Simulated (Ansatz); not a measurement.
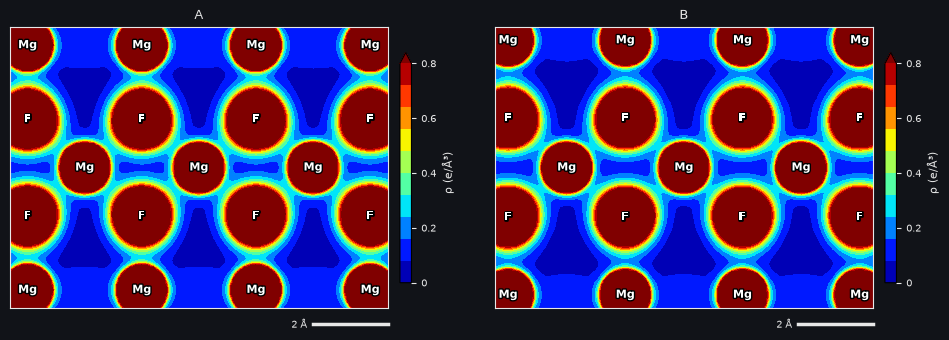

MgF2. The valence charge density (pseudo) of two cells that differ in size and shape, on the (110) plane of each (indices in the axes of the calculation cell), at one length scale and on one colour scale; one has 10.9 and the other 12.1 Å³ an atom.

Space group P4₂/mnm.

Method: DFT PBEsol, scalar-relativistic, plane waves, PAW (Ansatz).

The density is the valence pseudo-density of a PAW calculation; it isn't the true density close to the nuclei.

Which is the denser cell? Describe the effect of the change.

Panel A is the smaller cell, by 10 % in volume. From the larger cell to the smaller, Mg–F goes from 2.05 to 2.00 Å, and the density at its midpoint from 0.31 to 0.35 e/Å³; the pressure goes from −7 to 0.9 GPa; the Kohn–Sham gap goes from 6.3 eV to 7.0 eV.
